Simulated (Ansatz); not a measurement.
**Energy of MgO along a strain of the cell**

System: MgO (P-6m2, 2 atoms in the cell).
Method: DFT LDA, scalar-relativistic, plane waves, PAW, no spin polarisation (Ansatz 0.2.0).

The 5 runs differ only in the geometry, by a strain of the cell at fixed fractional positions. Against run 3, the strain is εxx = η and εyy = η. The structure derives from a Materials Project entry.

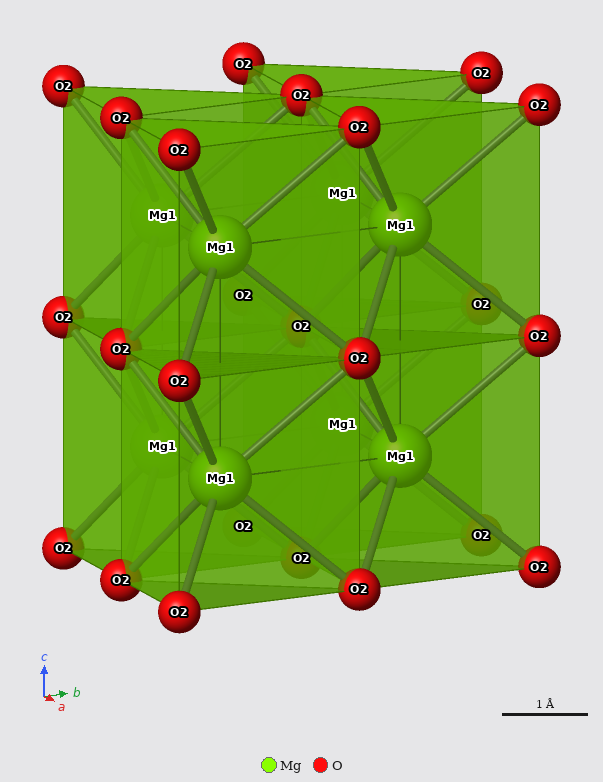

Figure 1. The structure of run 3 (polyhedral view of the cell of the calculation, seen slightly off an axis; polyhedra are completed across the faces of the cell; atoms are numbered from 1 in the order of the input).

**Input of run 3**
```yaml
crystal:
  lattice:
    - [2.9380209034, 0.0, 0.0]
    - [-1.4690104517, 2.5444007392, 0.0]
    - [0.0, 0.0, 2.7600704]
  atoms:
    - { symbol: Mg, position: [0.0, 0.0, 0.0] }
    - { symbol: O, position: [0.3333333333, 0.6666666667, 0.5] }
basis:
  ecutwfc: 420
kpoints:
  mp_grid: { grid: [9, 9, 8] }
hamiltonian:
  xc: lda
scf:
  occupations: { method: gaussian, width: 0.05 }
output:
  forces: true
  stress: true
  eigenvalues: true
```

Run 2 differs from it as follows:
```diff
-    - [2.9380209034, 0.0, 0.0]
-    - [-1.4690104517, 2.5444007392, 0.0]
+    - [2.8939505899, 0.0, 0.0]
+    - [-1.4469752949, 2.5062347281, 0.0]
```

**Results, with one run withheld**

```csv
run,strain parameter η (%),"free energy per atom, from the lowest run given (meV)",pressure (GPa),gap on the mesh (eV)
1,−3.0000,0.00,−6.41,2.84
2,−1.5000,?,?,?
3,0.0000,6.89,−13.20,2.65
4,1.5000,26.64,−15.85,2.53
5,3.0000,55.72,−18.07,2.33
```

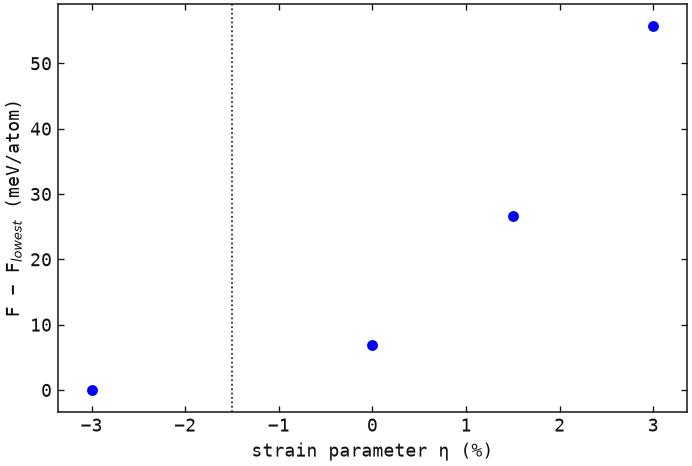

Figure 2. Free energy per atom of the runs given; the dotted line marks run 2.

Estimate the energy of run 2 from the others.

A quadratic polynomial in the coordinate, fitted to the 4 runs given, misses them by at most 0.34 meV per atom. With x = η − 0.3750, it reads F = 10.959 + 11.045 x + 2.3067 x² (meV per atom). At run 2 it gives −1.64 meV per atom, and the run itself gives −2.34. The fit has its minimum at η = −2.0191 %. So low a polynomial doesn't follow these energies more closely. The gap on the mesh goes, without turning, from 2.84 eV in run 1 to 2.33 eV in run 5; run 2 has 2.75 eV. These are gaps of this functional on this mesh, which can miss the band edges; they aren't the measured gap.

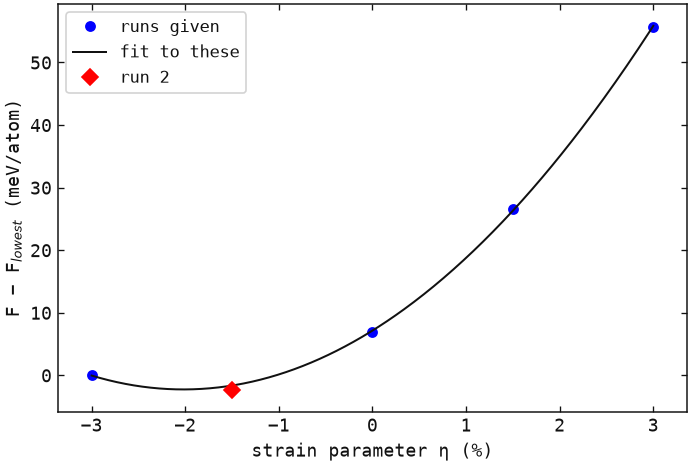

Figure 3. The fit and the withheld run.

**Output, shortened to warnings, some set-up lines, iterations and results (run 2)**
```
Basis set: ecut = 420 eV, 405 PW (Γ)
Symmetry: 12 space group operations
k-points: 60 of 648 (time reversal used)
Initial density: superposition of atomic densities (neutral atoms: chi_scale 0, normalization atom), corrected by the library's trained network
[...]
SCF iter   1: F=—  HF=-2459.290879 eV  |F-HF|=—  |Δ(HF+E_count)|=         —  Δρ=1.76e-2  dr2=5.36e-2  ethr=1.77e-3  ⟨swp⟩=5.7  Hψ=4307  notcnv=0
SCF iter   2: F=—  HF=-2459.274483 eV  |F-HF|=—  |Δ(HF+E_count)|=   1.64e-2  Δρ=5.59e-3  dr2=6.54e-3  ethr=3.35e-4  ⟨swp⟩=2.0  Hψ=1433  notcnv=0
SCF iter   3: F=—  HF=-2459.272393 eV  |F-HF|=—  |Δ(HF+E_count)|=   2.09e-3  Δρ=8.25e-4  dr2=8.91e-5  ethr=4.09e-5  ⟨swp⟩=2.1  Hψ=940  notcnv=0
SCF iter   4: F=—  HF=-2459.272361 eV  |F-HF|=—  |Δ(HF+E_count)|=   3.19e-5  Δρ=6.51e-5  dr2=5.91e-7  ethr=5.57e-7  ⟨swp⟩=2.2  Hψ=919  notcnv=0
SCF iter   5: F=-2459.272361 eV  HF=-2459.272361 eV  |F-HF|=1.54e-8  |Δ(HF+E_count)|=   3.35e-8  Δρ=1.28e-5  dr2=1.05e-8  ethr=3.69e-9  ⟨swp⟩=2.3  Hψ=964  notcnv=0
SCF iter   6: F=-2459.272361 eV  HF=-2459.272361 eV  |F-HF|=1.27e-10  |Δ(HF+E_count)|=   1.66e-8  Δρ=1.23e-6  dr2=2.32e-10  ethr=6.55e-11  ⟨swp⟩=2.5  Hψ=2351  notcnv=0
SCF 1 converged in 6 iterations: F = -2459.272361 eV  dr2 = 2.32e-10
SCF converged after 6 iterations
Free energy (F): -2459.272361 eV
Harris-Foulkes:  -2459.272361 eV  (|F-HF|=1.27e-10)
Internal energy: -2459.272361 eV  (E = F + TS)
E sigma→0 (E₀):  -2459.272361 eV
Fermi energy:    8.997430 eV
--- Per-component energies (eV) ---
  E_band       = -309.218798
  E_kinetic    = 252.953028
  E_local      = -1652.454666  (includes V_loc(G=0)·N_el)
  E_nonlocal   = 145.538692
  E_hartree    = 571.255687
  E_xc         = -103.039761
  E_vxc        = -132.971779  (∫ρ·V_xc dr)
  E_paw        = -418.052106  (= ΣΔE_a)
  E_vpaw       = -64.797733  (= ΣTr[D̂ρ^β])
  E_aug_tail   = 0.002495  (compensation charges beyond the density's cutoff)
  E_ewald      = -1255.723130
  E_core_change = 0.247401  (= ΣΔE_core)
  E_smearing   = -0.000000  (= −TS)
  E_closure    = 0.000000  (closes the sum)
  Σ components = -2459.272361   (vs F -2459.272361, Δ=0.00e0)
--- Forces (eV/Å), atoms counted from 1 ---
  atom   1  Mg     0.00000000    -0.00000000     0.00000000
  atom   2  O     -0.00000000     0.00000000     0.00000000
  max |Σ_I F_I| component: 5.49e-17 eV/Å
--- Stress (GPa, compression-positive) ---
       -1.920091       0.000000       0.000000
        0.000000      -1.920091       0.000000
        0.000000       0.000000     -26.386922
  P = ⅓ Tr σ = -10.0757 GPa (-100.757 kbar)
```
